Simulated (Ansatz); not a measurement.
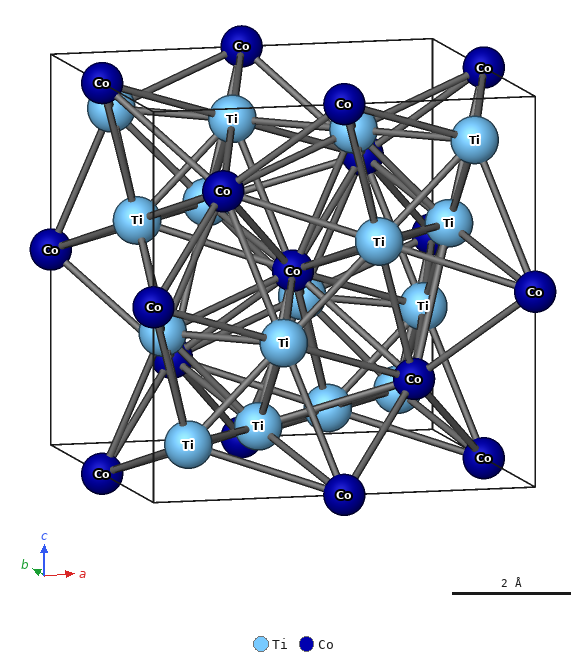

Normal modes of a crystal of Ti2Co relaxed at 15 GPa, space group Fd-3m (No. 227), at the zone centre. Style: ball-and-stick. Shown: the conventional cell (4 times the calculation's cell), slightly off an axis. Lengths and directions refer to the drawn axes.

All numbers below come from DFT PBEsol, scalar-relativistic, plane waves, PAW in Ansatz.

The input:
```yaml
crystal:
  lattice:
    - [0.0, 3.3720011989, 3.3720011989]
    - [3.3720011989, 0.0, 3.3720011989]
    - [3.3720011989, 3.3720011989, 0.0]
  atoms:
    - { symbol: Ti, position: [0.125, 0.125, 0.125] }
    - { symbol: Ti, position: [0.625, 0.125, 0.125] }
    - { symbol: Ti, position: [0.125, 0.125, 0.625] }
    - { symbol: Ti, position: [0.125, 0.625, 0.125] }
    - { symbol: Co, position: [0.5, 0.5, 0.5], spin: 0.56 }
    - { symbol: Co, position: [0.75, 0.75, 0.75], spin: 0.56 }
basis:
  ecutwfc: 420
kpoints:
  mp_grid: { grid: [10, 10, 10] }
hamiltonian:
  xc: pbesol
scf:
  occupations: { method: gaussian, width: 0.2 }
output:
  eigenvalues: true
  populations: true
magnetization:
  spin_polarized: true
phonons:
  method: dfpt
  eigenvectors: true
```

Run as
```bash
ansatz run input.yaml --threads 2 --pin off --max-ram 6144MiB --backend cpu --events-out ev --progress --plain --runs-dir out
```

The frequencies depend somewhat on the k-mesh and the smearing.

> Give the spectrum at this point.

The calculation's cell holds 6 atoms, so there are 15 optical modes, in 6 levels. The optical modes span T₂u + E_u + T₂g + 2T₁u + A₂u. Two levels are unstable (imaginary frequency).

```csv
level,symmetry,frequency (cm⁻¹),activity
1,T₂u,152i,silent
2,E_u,90i,silent
3,T₂g,161,Raman-active
4,T₁u,179,infrared-active
5,T₁u,270,infrared-active
6,A₂u,510,silent
```

The crystal is a metal, so free carriers screen the infrared response.

The modes drawn as arrows (one member of each degenerate set):

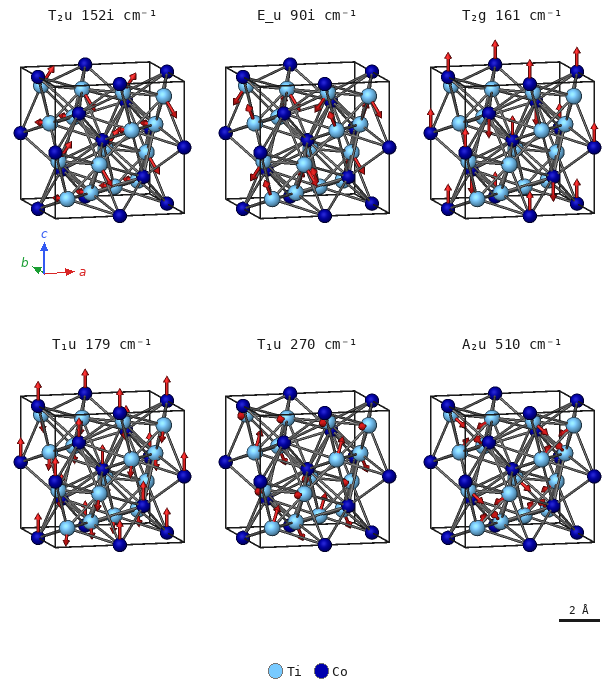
